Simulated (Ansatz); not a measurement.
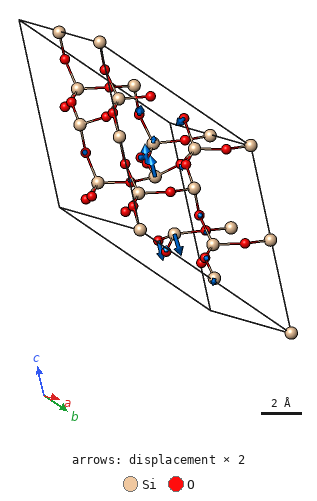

A relaxation of a defect cell of composition Si16O31 (cell charge +2). The starting structure is drawn; blue arrows show the displacements, 2 times their true length.

A ball-and-stick model of the cell of the calculation (origin shifted), seen slightly off an axis.

Case: O vacancy (site d), charge +2, atoms relaxed at the host's cell.

Theory: DFT PBE, scalar-relativistic, plane waves, PAW (Ansatz). Set-up: plane-wave cutoff 420 eV; k-point mesh 2 × 2 × 2; occupations gaussian; smearing width 0.01 eV; no spin polarisation; atoms relaxed in a fixed cell; force threshold 0.025 eV/Å; at most 45 steps.

What did the optimiser do to the structure, and how much energy did it gain?

Answer. The largest moves, 0.60 Å, are those of Si atoms. By element the largest moves are Si 0.60 Å, O 0.54 Å. The cell doesn't change. Near-neighbour distances that change, for instance: O–Si 1.598 → 1.562 Å, O–Si 1.661 → 1.687 Å, O–Si 1.623 → 1.635 Å, O–Si 1.615 → 1.605 Å. Among the angles between lasting bonds that change: Si–O–Si 149.4° → 127.8°, Si–O–Si 157.3° → 143.9°, O–Si–O 109.2° → 101.5°. After 12 accepted moves (13 points after the start) the energy has fallen by 1.925 eV per cell of the calculation. The largest force component goes from 2 to 0.017 eV/Å. The line search rejected the trial step at point 4 of the run. The run took 5 min on 4 threads of Arm Neoverse V1 (shared host), peak memory 3 GiB.

Limits of the set-up: the cell is charged, on a uniform background, and energies carry no finite-size correction.
